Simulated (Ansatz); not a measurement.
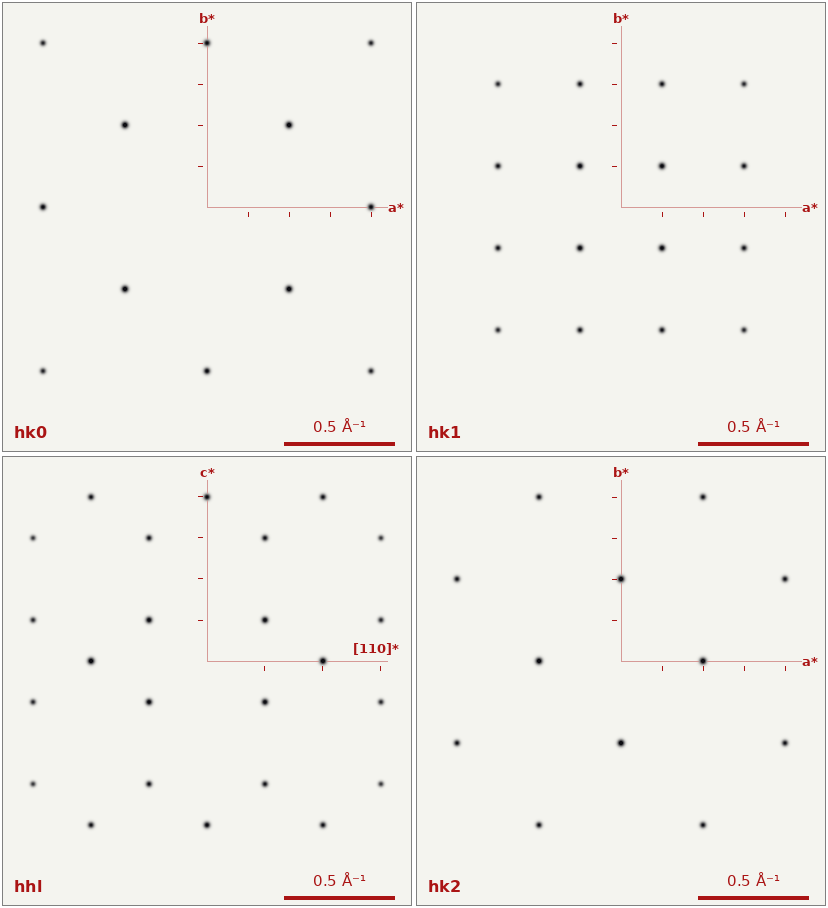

Simulated precession-type sections (X-rays; kinematic intensities, B = 0.5 Å²). The ticks mark integer indices of the conventional cell.

The compound is Cu. Structure: the geometry relaxed with DFT, PBE, plane waves (420 eV) with PAW, scalar-relativistic in Ansatz; the starting structure was generated, so it need not be a known form of this composition.

Question: Read the reciprocal cell and give the direct cell.

Answer: a* = 0.187, b* = 0.187, c* = 0.187 Å⁻¹; the cell is cubic with a = 5.35 Å.

Question: List the systematic absences.

Answer: Reflections are present only under these conditions. hkl: h + k = 2n, h + l = 2n; hk0: h = 2n, h + k = 4n; hhl: h + l = 2n; h00: h = 4n. The lattice is face-centred (F). Further gaps, such as 2 2 2, 4 4 2, come from atoms on special positions, not from the group's general conditions.

Question: Which space groups fit?

Answer: The intensities have Laue symmetry m-3m (the hk0 layer shows 4mm, hk1 shows 4mm). With these conditions only Fd-3m (No. 227) fits.
